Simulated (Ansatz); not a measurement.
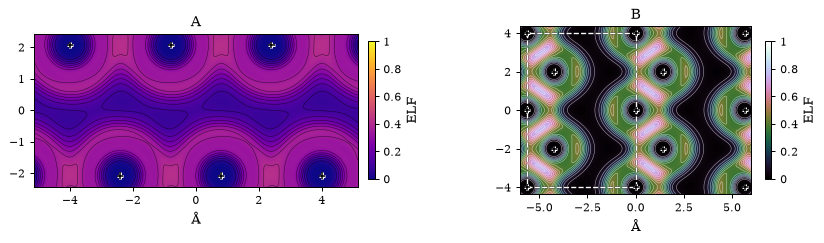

The ELF of 2 systems, each on a plane through atoms (crosses mark nuclei in the plane).

Method: Ansatz 0.2.0, Kohn-Sham DFT of a periodic cell, PBEsol, Ansatz PAW.

System 1: Sn, the (001) plane of the conventional cell. Space group P-1; a structure from a database of computed crystals, not necessarily the ambient phase; changed on purpose from its base cell (atoms moved at random by about 0.05 A).

System 2: Ge, the (110) plane of the conventional cell. Space group Fd-3m.

Match each panel to its system.

Panel A is system 1, Sn: the plane holds Sn. Panel B is system 2, Ge: the plane holds Ge. Ge–Ge (2.45 Å): the ELF peaks at about 0.75 between the atoms.
